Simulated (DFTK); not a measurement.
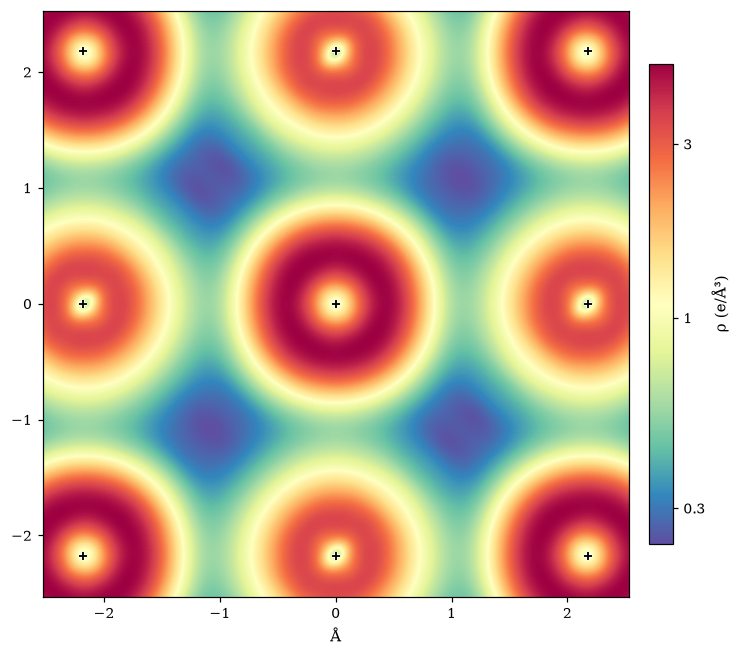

The valence pseudo-density on a plane through atoms (crosses mark nuclei in the plane).

Computed with Kohn-Sham DFT of a periodic cell, PBE, dojo.nc.sr.PBE.v0_4_1.standard.upf in DFTK 0.8.2.

Candidates:
A. Ti, a = 3.28 Å, b = 3.28 Å, c = 3.28 Å, α = 90.00°, β = 90.00°, γ = 90.00°. Space group Im-3m; computed pressure about −3 GPa in this cell.
B. TaN, a = 4.36 Å, b = 4.36 Å, c = 4.36 Å, α = 90.00°, β = 90.00°, γ = 90.00°. Space group Fm-3m; computed pressure about 14 GPa in this cell.

Which system is this?

Answer. Candidate B: TaN on the (100) plane of the conventional cell, which holds Ta and N. Ta–N (2.18 Å): ρ is about 0.56 e/Å³ halfway. Ta–Ta (3.08 Å): the density is about 0.24 e/Å³ at the midpoint.
